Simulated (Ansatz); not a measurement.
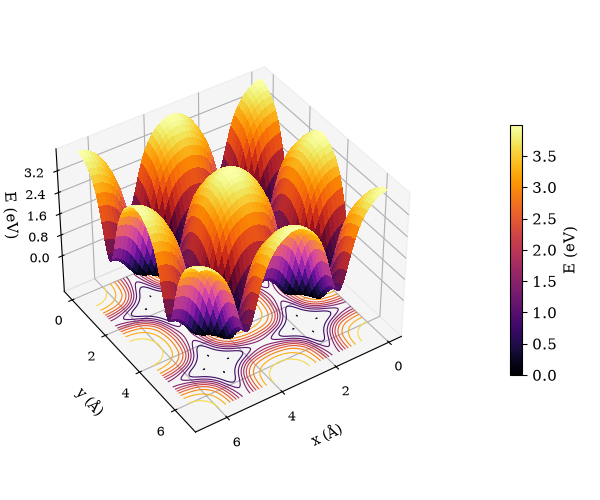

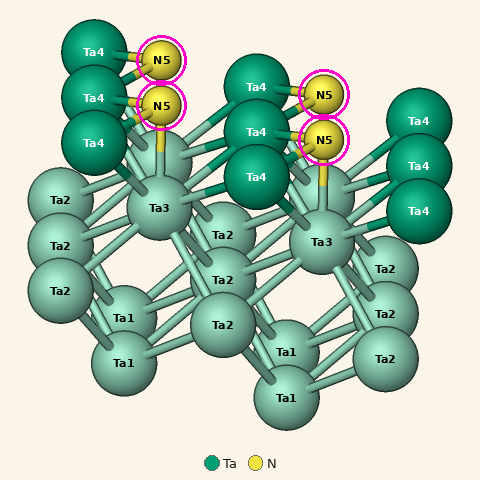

Energy landscape of N on a Ta(100) slab cut from the Im-3m phase, its upper half relaxed before the scan (4 atoms of substrate and one adsorbate in a 1 × 1 cell). N is moved over the surface cell; relaxed at each place: the height of the adsorbate's atoms; substrate rigid; the origin of the map has the adsorbate above Ta4. Places are given modulo a cell vector. The map is drawn in real space over the plane of the surface. The grid has 8 × 8 points; 15 points were computed and 49 follow by symmetry. All energies are given in eV relative to the lowest grid point. With one adsorbate in each 1 × 1 cell, its nearest image is 3.3 Å away, so neighbouring adsorbates interact. Level of theory: Ansatz, DFT PBE, scalar-relativistic, plane waves, PAW. Settings: cutoff 420 eV, k-mesh 8×8×1, gaussian smearing 0.1 eV, no spin polarisation.

The picture shows a relief with its contours projected below, any walls above the top of the colour scale cut off. Between grid points the surface is interpolated. The second picture is the structure at the lowest point; rings mark the moved atoms.

Where are the wells?

Answer. The lowest grid point is at (3/8, 4/8) of the cell vectors [nearest 3 Ta at 2.14 Å]. The highest grid point, the top site over a surface Ta atom, (0/8, 0/8) of the cell vectors, lies 3.99 eV above the lowest. At the lowest point the adsorbate has 3 Ta at 2.14 Å as nearest neighbours, at the highest 1 Ta at 1.77 Å. Its relaxed height above the top atom is 0.58 Å at the lowest and 1.77 Å at the highest point.

The values on the grid:

```tsv
second ↓, first →	0/8	1/8	2/8	3/8	4/8	5/8	6/8	7/8
7/8	3.84	3.69	3.24	2.04	0.78	2.04	3.24	3.69
6/8	3.36	3.24	2.78	1.37	0.21	1.37	2.78	3.24
5/8	2.22	2.04	1.37	0.34	0.00	0.34	1.37	2.04
4/8	1.02	0.78	0.21	0.00	0.03	0.00	0.21	0.78
3/8	2.22	2.04	1.37	0.34	0.00	0.34	1.37	2.04
2/8	3.36	3.24	2.78	1.37	0.21	1.37	2.78	3.24
1/8	3.84	3.69	3.24	2.04	0.78	2.04	3.24	3.69
0/8	3.99	3.84	3.36	2.22	1.02	2.22	3.36	3.84
```

Time for the 15 points that were run: 23 min on 1 thread of Arm Neoverse V1 (shared host).

PAW datasets: the set soft_1.
